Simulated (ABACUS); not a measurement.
## Geometry relaxation of Re (part 2 of 4)

Re (P6₃/mmc, 2 atoms in the cell); Kohn-Sham DFT of a periodic cell, r2SCAN, SG15 ONCV 1.2 PBE, no spin polarisation (ABACUS 3.10.1); cutoff 1142.88 eV, 7×7×4 k-mesh, fermi-dirac of 0.05 eV. The structure derives from an entry of the Crystallography Open Database.

Geometry of the input (Å; fractional positions):
```
2.7608  0.0000  0.0000
-1.3804  2.3909  0.0000
0.0000  0.0000  4.4582
Re 0.6667  0.3333  0.7500
Re 0.3333  0.6667  0.2500
```

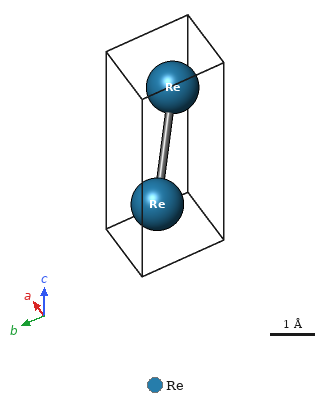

The input geometry (ball-and-stick view of the cell of the calculation, seen at an oblique angle).

What the program printed, continued:
```
 Relaxation is not converged yet!
CARTESIAN COORDINATES ( UNIT =       5.217155884900 Bohr ).
    atom                   x                   y                   z     mag                  vx                  vy                  vz
tauc_Re1            0.4986694796        0.2879069583        1.2264773124  0.0000        0.0000000000        0.0000000000        0.0000000000
tauc_Re2           -0.0000000001        0.5758139166        0.4088257708  0.0000        0.0000000000        0.0000000000        0.0000000000

                          Volume (Bohr^3) = 200.039562
                             Volume (A^3) = 29.642769

 Lattice vectors: (Cartesian coordinate: in unit of a_0)
            +0.997339           -0.000000           +0.000000
            -0.498669           +0.863721           -0.000000
            +0.000000           +0.000000           +1.635303
 Reciprocal vectors: (Cartesian coordinate: in unit of 2 pi/a_0)
            +1.002668           +0.578891           -0.000000
            +0.000000           +1.157781           -0.000000
            -0.000000           -0.000000           +0.611507

 -------------------------------------------
 STEP OF RELAXATION : 2
 -------------------------------------------

[... set-up of the moved cell ...]

 PW ALGORITHM --------------- ION=   2  ELEC=   1--------------------------------
 Notice: Threshold on eigenvalues was too large.
 hsover_error=0.300000 > DRHO=0.000191
 Origin diag ethr = 0.010000
 New diag ethr = 0.000001

 Density error is 0.000200629903
                          Error Threshold = 0.000000635539
----------------------------------------------------------
     Energy           Rydberg                 eV
----------------------------------------------------------
 E_KohnSham     -319.7085719995      -4349.8582786365
 E_Harris       -319.7464618513      -4350.3737965177
 E_Fermi        1.7523900568         23.8424898912
----------------------------------------------------------

[... 3 further cycles ...]
 PW ALGORITHM --------------- ION=   2  ELEC=   5--------------------------------

 Density error is 0.000000000415
                          Error Threshold = 0.000000000095
----------------------------------------------------------
     Energy           Rydberg                 eV
----------------------------------------------------------
 E_KohnSham     -319.7087174648      -4349.8602577936
 E_KS(sigma->0) -319.7080878392      -4349.8516912983
 E_Harris       -319.7086497754      -4349.8593368323
 E_band         -13.1671929120       -179.1488502681
 E_one_elec     -44.6291483406       -607.2107143198
 E_Hartree      39.2084780487        533.4587113700
 E_xc           -34.2987953046       -466.6590506783
 E_Ewald        -279.9879926171      -3809.4320711749
 E_entropy(-TS) -0.0012592511        -0.0171329905
 E_descf        0.0000000000         0.0000000000
 E_exx          0.0000000000         0.0000000000
 E_Fermi        1.7522555425         23.8406597300
----------------------------------------------------------

 charge density convergence is achieved
 final etot is -4349.86025779355 eV
 EFERMI = 23.84065973003 eV

 STATE ENERGY(eV) AND OCCUPATIONS    NSPIN == 1
[... levels at 6 further k points ...]

------------------------------------------------------------------------------------------
 TOTAL-FORCE (eV/Angstrom)
------------------------------------------------------------------------------------------
                       Re1         0.0000000000         0.0000000000         0.0000000000
                       Re2         0.0000000000         0.0000000000         0.0000000000
------------------------------------------------------------------------------------------

----------------------------------------------------------------
 TOTAL-STRESS (KBAR)
----------------------------------------------------------------
       -18.6215640637        -0.0000000000         0.0000000000
         0.0000000000       -18.6215640630         0.0000000000
         0.0000000000         0.0000000000       -34.6059258420
----------------------------------------------------------------
 TOTAL-PRESSURE: -23.949685 KBAR

 Largest gradient in force is 0.000000 eV/A.
 Threshold is 0.005000 eV/A.

 Largest gradient in stress is 34.605926 kbar.
 Threshold is 0.500000 kbar.

 Relaxation is not converged yet!
CARTESIAN COORDINATES ( UNIT =       5.217155884900 Bohr ).
    atom                   x                   y                   z     mag                  vx                  vy                  vz
tauc_Re1            0.4991702628        0.2881960856        1.2206957292  0.0000        0.0000000000        0.0000000000        0.0000000000
tauc_Re2           -0.0000000001        0.5763921712        0.4068985764  0.0000        0.0000000000        0.0000000000        0.0000000000

                          Volume (Bohr^3) = 199.496663
                             Volume (A^3) = 29.562320

 Lattice vectors: (Cartesian coordinate: in unit of a_0)
            +0.998341           -0.000000           +0.000000
            -0.499170           +0.864588           -0.000000
            +0.000000           +0.000000           +1.627594
 Reciprocal vectors: (Cartesian coordinate: in unit of 2 pi/a_0)
            +1.001662           +0.578310           -0.000000
            +0.000000           +1.156620           -0.000000
            -0.000000           +0.000000           +0.614404

 -------------------------------------------
 STEP OF RELAXATION : 3
 -------------------------------------------

[... set-up of the moved cell ...]

 PW ALGORITHM --------------- ION=   3  ELEC=   1--------------------------------
 Notice: Threshold on eigenvalues was too large.
 hsover_error=0.300000 > DRHO=0.000254
 Origin diag ethr = 0.010000
 New diag ethr = 0.000001

 Density error is 0.000275197537
                          Error Threshold = 0.000000845047
----------------------------------------------------------
     Energy           Rydberg                 eV
----------------------------------------------------------
 E_KohnSham     -319.7087457647      -4349.8606428331
 E_Harris       -319.6778145426      -4349.4398019672
 E_Fermi        1.7571566414         23.9073426013
----------------------------------------------------------

[... 2 further cycles ...]
 PW ALGORITHM --------------- ION=   3  ELEC=   4--------------------------------

 Density error is 0.000000008972
                          Error Threshold = 0.000000003982
----------------------------------------------------------
     Energy           Rydberg                 eV
----------------------------------------------------------
 E_KohnSham     -319.7087987674      -4349.8613639726
 E_KS(sigma->0) -319.7081167288      -4349.8520843602
 E_Harris       -319.7093250820      -4349.8685248501
 E_band         -13.0097212935       -177.0063389836
 E_one_elec     -44.2742021048       -602.3814230293
 E_Hartree      39.1151696906        532.1891860296
 E_xc           -34.3068395247       -466.7684979079
 E_Ewald        -280.2415627511      -3812.8820698402
 E_entropy(-TS) -0.0013640774        -0.0185592249
 E_descf        0.0000000000         0.0000000000
 E_exx          0.0000000000         0.0000000000
 E_Fermi        1.7572316607         23.9083632918
----------------------------------------------------------

 charge density convergence is achieved
 final etot is -4349.86136397259 eV
 EFERMI = 23.90836329184 eV

 STATE ENERGY(eV) AND OCCUPATIONS    NSPIN == 1
[... levels at 6 further k points ...]

------------------------------------------------------------------------------------------
 TOTAL-FORCE (eV/Angstrom)
------------------------------------------------------------------------------------------
                       Re1         0.0000000000         0.0000000000         0.0000000000
                       Re2         0.0000000000         0.0000000000         0.0000000000
------------------------------------------------------------------------------------------

----------------------------------------------------------------
 TOTAL-STRESS (KBAR)
----------------------------------------------------------------
       -16.7450104730        -0.0000000000         0.0000000000
        -0.0000000000       -16.7450104724        -0.0000000000
        -0.0000000000        -0.0000000000        -6.9425751621
----------------------------------------------------------------
 TOTAL-PRESSURE: -13.477532 KBAR

 Largest gradient in force is 0.000000 eV/A.
 Threshold is 0.005000 eV/A.

 Largest gradient in stress is 16.745010 kbar.
 Threshold is 0.500000 kbar.

 Relaxation is not converged yet!
CARTESIAN COORDINATES ( UNIT =       5.217155884900 Bohr ).
    atom                   x                   y                   z     mag                  vx                  vy                  vz
tauc_Re1            0.4956999266        0.2861924861        1.2260854715  0.0000        0.0000000000        0.0000000000        0.0000000000
tauc_Re2           -0.0000000001        0.5723849722        0.4086951572  0.0000        0.0000000000        0.0000000000        0.0000000000

                          Volume (Bohr^3) = 197.601053
                             Volume (A^3) = 29.281420

 Lattice vectors: (Cartesian coordinate: in unit of a_0)
            +0.991400           -0.000000           +0.000000
            -0.495700           +0.858577           -0.000000
            +0.000000           +0.000000           +1.634781
 Reciprocal vectors: (Cartesian coordinate: in unit of 2 pi/a_0)
            +1.008675           +0.582359           -0.000000
            +0.000000           +1.164717           -0.000000
            -0.000000           +0.000000           +0.611703

 -------------------------------------------
 STEP OF RELAXATION : 4
 -------------------------------------------

[... set-up of the moved cell ...]

 PW ALGORITHM --------------- ION=   4  ELEC=   1--------------------------------
 Notice: Threshold on eigenvalues was too large.
 hsover_error=0.300000 > DRHO=0.000180
 Origin diag ethr = 0.010000
 New diag ethr = 0.000001

 Density error is 0.000199939199
                          Error Threshold = 0.000000599365
----------------------------------------------------------
     Energy           Rydberg                 eV
----------------------------------------------------------
 E_KohnSham     -319.7084499522      -4349.8566180973
 E_Harris       -319.6449491969      -4348.9926459984
 E_Fermi        1.7772505066         24.1807336631
----------------------------------------------------------

[... 3 further cycles ...]
 PW ALGORITHM --------------- ION=   4  ELEC=   5--------------------------------

 Density error is 0.000000002133
                          Error Threshold = 0.000000000118
----------------------------------------------------------
     Energy           Rydberg                 eV
----------------------------------------------------------
 E_KohnSham     -319.7085598820      -4349.8581137697
 E_KS(sigma->0) -319.7079513966      -4349.8498349004
 E_Harris       -319.7088595827      -4349.8621914066
 E_band         -12.4485862789       -169.3717054376
 E_one_elec     -43.0355975379       -585.5293433497
 E_Hartree      38.7978513201        527.8718481107
 E_xc           -34.3369676179       -467.1784116455
 E_Ewald        -281.1326290754      -3825.0056491465
 E_entropy(-TS) -0.0012169709        -0.0165577387
 E_descf        0.0000000000         0.0000000000
 E_exx          0.0000000000         0.0000000000
 E_Fermi        1.7779247725         24.1899075214
----------------------------------------------------------

 charge density convergence is achieved
 final etot is -4349.85811376972 eV
 EFERMI = 24.18990752142 eV

 STATE ENERGY(eV) AND OCCUPATIONS    NSPIN == 1
[... levels at 6 further k points ...]

------------------------------------------------------------------------------------------
 TOTAL-FORCE (eV/Angstrom)
------------------------------------------------------------------------------------------
                       Re1         0.0000000000         0.0000000000         0.0000000000
                       Re2         0.0000000000         0.0000000000         0.0000000000
------------------------------------------------------------------------------------------

----------------------------------------------------------------
 TOTAL-STRESS (KBAR)
----------------------------------------------------------------
        40.2312048810        -0.0000000000        -0.0000000000
         0.0000000000        40.2312048795         0.0000000000
        -0.0000000000        -0.0000000000        -7.3595911703
----------------------------------------------------------------
 TOTAL-PRESSURE: 24.367606 KBAR

 Largest gradient in force is 0.000000 eV/A.
 Threshold is 0.005000 eV/A.

 Largest gradient in stress is 40.231205 kbar.
 Threshold is 0.500000 kbar.

 Relaxation is not converged yet!
CARTESIAN COORDINATES ( UNIT =       5.217155884900 Bohr ).
    atom                   x                   y                   z     mag                  vx                  vy                  vz
tauc_Re1            0.4981956035        0.2876333658        1.2222094622  0.0000        0.0000000000        0.0000000000        0.0000000000
tauc_Re2           -0.0000000001        0.5752667316        0.4074031541  0.0000        0.0000000000        0.0000000000        0.0000000000

                          Volume (Bohr^3) = 198.964788
                             Volume (A^3) = 29.483504

 Lattice vectors: (Cartesian coordinate: in unit of a_0)
            +0.996391           -0.000000           +0.000000
            -0.498196           +0.862900           -0.000000
            +0.000000           +0.000000           +1.629613
 Reciprocal vectors: (Cartesian coordinate: in unit of 2 pi/a_0)
            +1.003622           +0.579441           -0.000000
            +0.000000           +1.158883           -0.000000
            -0.000000           +0.000000           +0.613643

 -------------------------------------------
 STEP OF RELAXATION : 5
 -------------------------------------------

[... set-up of the moved cell ...]

 PW ALGORITHM --------------- ION=   5  ELEC=   1--------------------------------
 Notice: Threshold on eigenvalues was too large.
 hsover_error=0.300000 > DRHO=0.000238
 Origin diag ethr = 0.010000
 New diag ethr = 0.000001

 Density error is 0.000256349738
                          Error Threshold = 0.000000791773
----------------------------------------------------------
     Energy           Rydberg                 eV
----------------------------------------------------------
 E_KohnSham     -319.7087558448      -4349.8607799801
 E_Harris       -319.7820008600      -4350.8573295368
 E_Fermi        1.7639563996         23.9998580582
----------------------------------------------------------

[... 3 further cycles ...]
 PW ALGORITHM --------------- ION=   5  ELEC=   5--------------------------------

 Density error is 0.000000001528
                          Error Threshold = 0.000000000086
----------------------------------------------------------
     Energy           Rydberg                 eV
```
